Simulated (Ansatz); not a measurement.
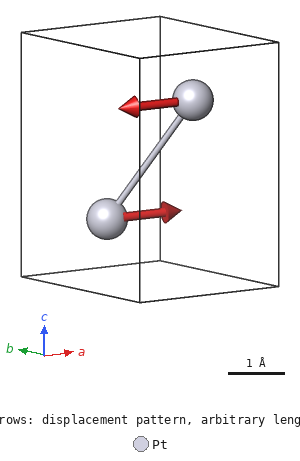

Phonons of solid Pt relaxed at 15 GPa, space group P6₃/mmc (No. 194), at the zone centre. The optical levels lie at 47 (×2), 206 cm⁻¹. One mode is drawn. The red arrows are the displacements of the atoms (eigenvector over the root of the mass), of arbitrary overall length and sign. The picture is a ball-and-stick view of the cell of the calculation, seen from a free direction.

All numbers below come from DFT PBEsol, scalar-relativistic, plane waves, PAW in Ansatz. (plane-wave cutoff 420 eV; k-point mesh 18 × 18 × 10; occupations fermi dirac; smearing width 0.15 eV; target pressure 15 GPa; no spin polarisation)

The frequencies depend somewhat on the k-mesh and the smearing.

**Which of these frequencies is the drawn mode's?**

The level at 47 cm⁻¹. This is the E₂g mode (doubly degenerate; one member of the set is drawn), the lowest optical level, Raman-active by symmetry. All motion is along a; atoms of one kind move against one another, with no net shift of their sublattice.
